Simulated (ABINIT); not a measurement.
# Phonon calculation, with input and output: P (part 3 of 4)

Continued. System: P (Pmna, 4 atoms in the cell). Method: Kohn-Sham DFT of a periodic cell, PBEsol, PseudoDojo NC SR PBEsol v0.4.1 standard, no spin polarisation (ABINIT 10.8.3); cutoff 598.65 eV, 6×2×4 k-mesh, fixed occupations. The structure derives from a Materials Project entry. The run did not end well. The run did not end well; see the last part.

Geometry of the input (Å; fractional positions):
```
3.2837  0.0000  0.0000
0.0000  34.8570  0.0000
0.0000  0.0000  4.6321
P  0.5000  0.9703  0.9078
P  0.5000  0.0297  0.0922
P  0.0000  0.0297  0.4078
P  0.0000  0.9703  0.5922
```

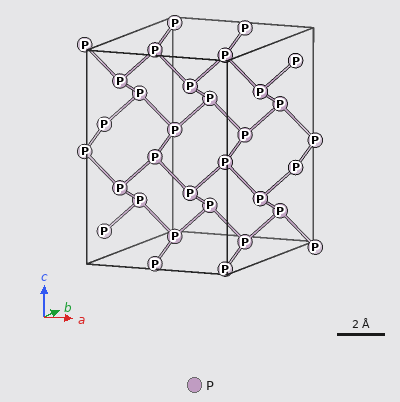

*The input geometry (ball-and-stick view of the 2 × 2 repeat of the cell, with the vacuum cut short, seen slightly off an axis; neighbours outside the cell are drawn fainter). An atom can appear more than once, as a periodic image.*

What the program printed, continued
```
     iter   2DEtotal(Ha)        deltaE(Ha) residm    vres2
-ETOT  1   493206.27893567      4.739E+05 5.563E+02 4.850E+21
 ETOT  2   1920858.0003231      1.428E+06 4.645E+03 1.853E+22
 ETOT  3   16732.509046912     -1.904E+06 2.396E+03 1.801E+20
 ETOT  4   1072.9040827857     -1.566E+04 2.374E+01 6.040E+18
 ETOT  5   436.24754851679     -6.367E+02 1.822E+00 2.123E+16
 ETOT  6   431.30325979737     -4.944E+00 4.303E-02 6.723E+13
 ETOT  7   430.20571020657     -1.098E+00 1.717E-03 9.596E+12
 ETOT  8   430.07108528789     -1.346E-01 3.293E-04 4.807E+12
 ETOT  9   430.08030833649      9.223E-03 5.704E-05 3.450E+11
 ETOT 10   430.07197975646     -8.329E-03 4.026E-06 1.774E+11
[... 60 further cycles ...]
 ETOT 71   430.05348188823     -3.711E-10 3.207E-14 1.135E-03
 ETOT 72   430.05348188904      8.076E-10 9.527E-16 3.066E-03
 ETOT 73   430.05348188787     -1.175E-09 4.607E-13 6.992E-03
 ETOT 74   430.05348188858      7.167E-10 3.227E-14 4.501E-03
 ETOT 75   430.05348188811     -4.766E-10 1.066E-15 3.200E-03
 ETOT 76   430.05348188825      1.455E-10 1.971E-16 4.688E-03
 ETOT 77   430.05348188812     -1.273E-10 9.135E-17 1.043E-02
 ETOT 78   430.05348188780     -3.201E-10 4.677E-15 7.310E-03
 ETOT 79   430.05348188827      4.620E-10 3.069E-16 6.295E-04
 ETOT 80   430.05348188798     -2.838E-10 8.000E-15 2.008E-03
-open ddk wf file :runo_DS2_1WF13
-open ddk wf file :runo_DS2_1WF14
-open ddk wf file :runo_DS2_1WF15

 scprqt:  WARNING -
  nstep=   80 was not enough SCF cycles to converge;
  potential residual=  2.008E-03 exceeds tolvrs=  1.000E-10

================================================================================

 ----iterations are completed or convergence reached----

 Mean square residual over all n,k,spin=   78.405E-17; max=  80.002E-16

 2DEtotal=    0.4300534819E+03 Ha. Also 2DEtotal=    0.117023514021E+05 eV
    (2DErelax=   -1.8893475647E+04 Ha. 2DEnonrelax=    1.9323529129E+04 Ha)
    (  non-var. 2DEtotal :    4.3005332966E+02 Ha)

--------------------------------------------------------------------------------
 Perturbation wavevector (in red.coord.)   0.000000  0.000000  0.000000
 Perturbation : displacement of atom   1   along direction   3
 Found     2 symmetries that leave the perturbation invariant.
 symkpt : the number of k-points, thanks to the symmetries,
 is reduced to    12 .

--------------------------------------------------------------------------------

--------------------------------------------------------------------------------

 Initialisation of the first-order wave-functions :
  ireadwf=   0

--- !BeginCycle
iteration_state: {dtset: 3, }
solver: {iscf: 7, nstep: 80, nline: 4, wfoptalg: 0, }
tolerances: {tolvrs: 1.00E-10, }
...

     iter   2DEtotal(Ha)        deltaE(Ha) residm    vres2
-ETOT  1   5325.9054696299      5.032E+03 5.129E+00 5.260E+19
 ETOT  2   19766.080610709      1.444E+04 4.797E+01 1.904E+20
 ETOT  3   216.13427189222     -1.955E+04 2.576E+01 2.267E+18
 ETOT  4   17.006835941260     -1.991E+02 2.705E-01 5.979E+16
 ETOT  5   10.814875169139     -6.192E+00 1.568E-02 2.710E+14
 ETOT  6   10.742168397793     -7.271E-02 5.755E-04 2.451E+12
 ETOT  7   10.735830926766     -6.337E-03 2.420E-05 1.640E+11
 ETOT  8   10.733864910174     -1.966E-03 4.170E-06 9.205E+10
 ETOT  9   10.733952349838      8.744E-05 1.175E-06 1.064E+10
 ETOT 10   10.733778127258     -1.742E-04 1.210E-07 4.642E+09
[... 60 further cycles ...]
 ETOT 71   10.733537058692     -3.354E-12 3.590E-16 2.893E-05
 ETOT 72   10.733537058695      3.297E-12 3.721E-18 6.688E-05
 ETOT 73   10.733537058687     -8.356E-12 1.670E-16 2.661E-05
 ETOT 74   10.733537058696      9.663E-12 1.154E-17 4.562E-05
 ETOT 75   10.733537058697      9.663E-13 4.928E-17 2.620E-05
 ETOT 76   10.733537058693     -4.377E-12 3.373E-18 5.503E-05
 ETOT 77   10.733537058693     -2.274E-13 2.066E-17 3.845E-05
 ETOT 78   10.733537058695      2.672E-12 7.952E-18 9.197E-05
 ETOT 79   10.733537058695     -7.958E-13 1.053E-19 2.231E-05
 ETOT 80   10.733537058695      6.821E-13 1.252E-18 1.948E-05
-open ddk wf file :runo_DS2_1WF13
-open ddk wf file :runo_DS2_1WF14
-open ddk wf file :runo_DS2_1WF15

 scprqt:  WARNING -
  nstep=   80 was not enough SCF cycles to converge;
  potential residual=  1.948E-05 exceeds tolvrs=  1.000E-10

================================================================================

 ----iterations are completed or convergence reached----

 Mean square residual over all n,k,spin=   17.304E-20; max=  12.524E-19

 2DEtotal=    0.1073353706E+02 Ha. Also 2DEtotal=    0.292074422690E+03 eV
    (2DErelax=   -2.8283171530E+02 Ha. 2DEnonrelax=    2.9356525236E+02 Ha)
    (  non-var. 2DEtotal :    1.0733537044E+01 Ha)

--------------------------------------------------------------------------------
 Perturbation wavevector (in red.coord.)   0.000000  0.000000  0.000000
 Perturbation : homogeneous electric field along direction   1
 The set of symmetries contains only one element for this perturbation.
 symkpt : not enough symmetry to change the number of k points.

--------------------------------------------------------------------------------

--------------------------------------------------------------------------------

 Initialisation of the first-order wave-functions :
  ireadwf=   0

--- !BeginCycle
iteration_state: {dtset: 3, }
solver: {iscf: 7, nstep: 80, nline: 4, wfoptalg: 0, }
tolerances: {tolvrs: 1.00E-10, }
...

     iter   2DEtotal(Ha)        deltaE(Ha) residm    vres2
-ETOT  1  -453.84616054049     -4.538E+02 6.171E+00 4.343E+06
 ETOT  2  -478.91726591570     -2.507E+01 1.830E-01 2.764E+06
 ETOT  3  -480.34842375947     -1.431E+00 6.276E-03 1.922E+07
 ETOT  4  -479.99387498702      3.545E-01 5.060E-04 1.823E+06
 ETOT  5  -480.36783521730     -3.740E-01 5.360E-04 5.719E+05
 ETOT  6  -480.36923603636     -1.401E-03 1.543E-05 1.923E+05
 ETOT  7  -480.36931138089     -7.534E-05 4.090E-07 5.636E+04
 ETOT  8  -480.36931884763     -7.467E-06 3.739E-08 1.960E+04
 ETOT  9  -480.36932024125     -1.394E-06 2.884E-09 6.973E+03
 ETOT 10  -480.36932052164     -2.804E-07 7.983E-10 1.433E+03
[... 60 further cycles ...]
 ETOT 71  -480.36932052721      6.821E-13 5.099E-26 1.327E-05
 ETOT 72  -480.36932052721      6.253E-13 3.698E-26 9.499E-06
 ETOT 73  -480.36932052721      2.274E-13 9.780E-25 2.602E-05
 ETOT 74  -480.36932052721     -7.390E-13 4.185E-25 1.615E-05
 ETOT 75  -480.36932052721      1.194E-12 1.417E-25 9.749E-06
 ETOT 76  -480.36932052721      3.411E-13 3.158E-26 3.246E-05
 ETOT 77  -480.36932052721     -8.527E-13 1.419E-25 1.332E-05
 ETOT 78  -480.36932052721      2.274E-13 1.099E-25 1.968E-05
 ETOT 79  -480.36932052721      3.979E-13 1.458E-25 1.344E-05
 ETOT 80  -480.36932052721     -3.411E-13 5.084E-26 1.184E-05
-open ddk wf file :runo_DS2_1WF13
-open ddk wf file :runo_DS2_1WF14
-open ddk wf file :runo_DS2_1WF15

 scprqt:  WARNING -
  nstep=   80 was not enough SCF cycles to converge;
  potential residual=  1.184E-05 exceeds tolvrs=  1.000E-10

================================================================================

 ----iterations are completed or convergence reached----

 Mean square residual over all n,k,spin=   10.081E-27; max=  50.836E-27

 2DEtotal=   -0.4803693205E+03 Ha. Also 2DEtotal=   -0.130715151216E+05 eV
    (  non-var. 2DEtotal :   -4.8036932053E+02 Ha)

--------------------------------------------------------------------------------
 Perturbation wavevector (in red.coord.)   0.000000  0.000000  0.000000
 Perturbation : homogeneous electric field along direction   2
 The set of symmetries contains only one element for this perturbation.
 symkpt : not enough symmetry to change the number of k points.

--------------------------------------------------------------------------------

--------------------------------------------------------------------------------

 Initialisation of the first-order wave-functions :
  ireadwf=   0

--- !BeginCycle
iteration_state: {dtset: 3, }
solver: {iscf: 7, nstep: 80, nline: 4, wfoptalg: 0, }
tolerances: {tolvrs: 1.00E-10, }
...

     iter   2DEtotal(Ha)        deltaE(Ha) residm    vres2
-ETOT  1   11.329038727938      1.133E+01 7.272E-03 7.400E+05
 ETOT  2   9.3319958039876     -1.997E+00 1.941E-02 2.782E+06
 ETOT  3   3.8728624805170     -5.459E+00 7.958E-04 4.711E+05
 ETOT  4   2.1467413822159     -1.726E+00 9.419E-05 1.649E+05
 ETOT  5   1.1289711049593     -1.018E+00 5.501E-05 1.312E+05
 ETOT  6   1.0070299899166     -1.219E-01 5.111E-06 6.357E+04
 ETOT  7 -0.23115697325701     -1.238E+00 9.584E-04 3.050E+04
 ETOT  8 -0.33275533996166     -1.016E-01 3.347E-05 2.054E+04
 ETOT  9 -0.38523107683686     -5.248E-02 2.453E-05 1.717E+03
 ETOT 10 -0.38457602400819      6.551E-04 3.766E-07 3.835E+03
[... 60 further cycles ...]
 ETOT 71 -0.38541263123468      1.721E-15 1.267E-19 5.097E-08
 ETOT 72 -0.38541263123479     -1.119E-13 4.013E-17 8.922E-08
 ETOT 73 -0.38541263123472      6.362E-14 2.356E-17 3.383E-08
 ETOT 74 -0.38541263123479     -6.067E-14 1.761E-17 9.736E-09
 ETOT 75 -0.38541263123475      3.386E-14 8.430E-18 1.441E-08
 ETOT 76 -0.38541263123478     -2.454E-14 3.583E-17 1.115E-08
 ETOT 77 -0.38541263123479     -1.199E-14 7.973E-18 7.848E-09
 ETOT 78 -0.38541263123478      3.775E-15 6.019E-18 1.177E-08
 ETOT 79 -0.38541263123479     -5.385E-15 1.277E-18 5.274E-09
 ETOT 80 -0.38541263123479     -1.776E-15 5.275E-20 4.224E-09
-open ddk wf file :runo_DS2_1WF13
-open ddk wf file :runo_DS2_1WF14
-open ddk wf file :runo_DS2_1WF15

 scprqt:  WARNING -
  nstep=   80 was not enough SCF cycles to converge;
  potential residual=  4.224E-09 exceeds tolvrs=  1.000E-10

================================================================================

 ----iterations are completed or convergence reached----

 Mean square residual over all n,k,spin=   13.275E-21; max=  52.750E-21

 2DEtotal=   -0.3854126312E+00 Ha. Also 2DEtotal=   -0.104876119726E+02 eV
    (  non-var. 2DEtotal :   -3.8541258583E-01 Ha)

--------------------------------------------------------------------------------
 Perturbation wavevector (in red.coord.)   0.000000  0.000000  0.000000
 Perturbation : homogeneous electric field along direction   3
 The set of symmetries contains only one element for this perturbation.
 symkpt : not enough symmetry to change the number of k points.

--------------------------------------------------------------------------------

--------------------------------------------------------------------------------

 Initialisation of the first-order wave-functions :
  ireadwf=   0

--- !BeginCycle
iteration_state: {dtset: 3, }
solver: {iscf: 7, nstep: 80, nline: 4, wfoptalg: 0, }
tolerances: {tolvrs: 1.00E-10, }
...

     iter   2DEtotal(Ha)        deltaE(Ha) residm    vres2
-ETOT  1  -164.64371935669     -1.646E+02 3.388E+00 9.598E+06
 ETOT  2  -194.28389072196     -2.964E+01 1.931E-01 8.034E+07
 ETOT  3  -202.43520029954     -8.151E+00 3.301E-03 7.671E+06
 ETOT  4  -203.78447066075     -1.349E+00 2.370E-04 7.598E+06
 ETOT  5  -203.47133045119      3.131E-01 1.519E-05 1.852E+06
 ETOT  6  -198.49608254997      4.975E+00 1.396E-03 2.629E+06
 ETOT  7  -206.92049984750     -8.424E+00 8.082E-03 1.945E+06
 ETOT  8  -206.93235286340     -1.185E-02 4.666E-04 2.113E+06
 ETOT  9  -206.93503886803     -2.686E-03 4.324E-05 3.867E+06
 ETOT 10  -206.93515734736     -1.185E-04 1.067E-06 1.908E+06
[... 60 further cycles ...]
 ETOT 71  -206.93518717519      3.297E-12 2.649E-19 2.856E-06
 ETOT 72  -206.93518717519     -1.194E-12 1.562E-20 9.181E-06
 ETOT 73  -206.93518717519      1.222E-12 1.195E-19 2.532E-06
 ETOT 74  -206.93518717519     -2.416E-12 1.715E-19 7.589E-06
 ETOT 75  -206.93518717519      3.126E-13 1.490E-20 6.898E-06
 ETOT 76  -206.93518717519     -2.672E-12 7.141E-20 4.128E-06
 ETOT 77  -206.93518717519      4.263E-12 1.580E-21 2.645E-06
 ETOT 78  -206.93518717519      1.023E-12 1.266E-20 4.104E-06
 ETOT 79  -206.93518717519      1.165E-12 3.181E-21 2.807E-06
 ETOT 80  -206.93518717519     -1.819E-12 4.259E-23 2.277E-06
-open ddk wf file :runo_DS2_1WF13
-open ddk wf file :runo_DS2_1WF14
-open ddk wf file :runo_DS2_1WF15

 scprqt:  WARNING -
  nstep=   80 was not enough SCF cycles to converge;
  potential residual=  2.277E-06 exceeds tolvrs=  1.000E-10

================================================================================

 ----iterations are completed or convergence reached----

 Mean square residual over all n,k,spin=   42.171E-25; max=  42.593E-24

 2DEtotal=   -0.2069351872E+03 Ha. Also 2DEtotal=   -0.563099330611E+04 eV
    (  non-var. 2DEtotal :   -2.0693518718E+02 Ha)
================================================================================

 ---- first-order wavefunction calculations are completed ----

 ==> Compute Derivative Database <==
 The violation of the charge neutrality conditions
 by the effective charges is as follows :
    atom        electric field
 displacement     direction
       1               1        0.605843        0.000000
       1               2        0.000000        0.000000
       1               3        0.000000        0.000000
       2               1        0.000000        0.000000
       2               2       -0.000005        0.000000
       2               3       -0.000000        0.000000
       3               1        0.000000        0.000000
       3               2        0.000000        0.000000
       3               3        0.454850        0.000000

 Effective charge tensors after
 imposition of the charge neutrality (if requested by user),
 and eventual restriction to some part :
   atom    displacement
         1         1    6.661338E-16    0.000000E+00    0.000000E+00
         1         2    0.000000E+00    0.000000E+00    3.015770E-01
         1         3    0.000000E+00   -9.033343E-04    0.000000E+00
         2         1   -2.220446E-16    0.000000E+00    0.000000E+00
         2         2    0.000000E+00    0.000000E+00    3.015770E-01
         2         3    0.000000E+00   -9.033343E-04    0.000000E+00
         3         1   -2.220446E-16    0.000000E+00    0.000000E+00
         3         2    0.000000E+00    0.000000E+00   -3.015770E-01
         3         3    0.000000E+00    9.033343E-04    0.000000E+00
         4         1   -2.220446E-16    0.000000E+00    0.000000E+00
         4         2    0.000000E+00    0.000000E+00   -3.015770E-01
         4         3    0.000000E+00    9.033343E-04    0.000000E+00
 Now, the imaginary part of the dynamical matrix is zeroed

  Dynamical matrix, in cartesian coordinates,
   if specified in the inputs, asr has been imposed
     j1       j2             matrix element
  dir pert dir pert     real part    imaginary part

   1    1   1    1         0.1213397773         0.0000000000
   1    1   1    2        -0.0123436187         0.0000000000
   1    1   1    3        -0.0077826977         0.0000000000
   1    1   1    4        -0.1012134609         0.0000000000

   2    1   2    1         0.0991733106         0.0000000000
   2    1   3    1         0.0105858125         0.0000000000
   2    1   2    2        -0.0881042771         0.0000000000
   2    1   3    2        -0.0105861010         0.0000000000
   2    1   2    3         0.0094586504         0.0000000000
   2    1   3    3         0.0086148421         0.0000000000
   2    1   2    4        -0.0205276839         0.0000000000
   2    1   3    4        -0.0086145537         0.0000000000

   3    1   2    1         0.0105863693         0.0000000000
   3    1   3    1         0.1400838864         0.0000000000
   3    1   2    2        -0.0105860809         0.0000000000
   3    1   3    2        -0.0098799446         0.0000000000
   3    1   2    3        -0.0086148421         0.0000000000
   3    1   3    3        -0.0209556822         0.0000000000
   3    1   2    4         0.0086145537         0.0000000000
   3    1   3    4        -0.1092482597         0.0000000000

   1    2   1    1        -0.0123436187         0.0000000000
   1    2   1    2         0.1213397773         0.0000000000
   1    2   1    3        -0.1012134609         0.0000000000
   1    2   1    4        -0.0077826977         0.0000000000

   2    2   2    1        -0.0881042771         0.0000000000
   2    2   3    1        -0.0105861010         0.0000000000
   2    2   2    2         0.0991733106         0.0000000000
   2    2   3    2         0.0105858125         0.0000000000
   2    2   2    3        -0.0205276839         0.0000000000
   2    2   3    3        -0.0086145537         0.0000000000
   2    2   2    4         0.0094586504         0.0000000000
   2    2   3    4         0.0086148421         0.0000000000

   3    2   2    1        -0.0105860809         0.0000000000
   3    2   3    1        -0.0098799446         0.0000000000
   3    2   2    2         0.0105863693         0.0000000000
   3    2   3    2         0.1400838864         0.0000000000
   3    2   2    3         0.0086145537         0.0000000000
   3    2   3    3        -0.1092482597         0.0000000000
   3    2   2    4        -0.0086148421         0.0000000000
   3    2   3    4        -0.0209556822         0.0000000000

   1    3   1    1        -0.0077826977         0.0000000000
   1    3   1    2        -0.1012134609         0.0000000000
   1    3   1    3         0.1213397773         0.0000000000
   1    3   1    4        -0.0123436187         0.0000000000
```
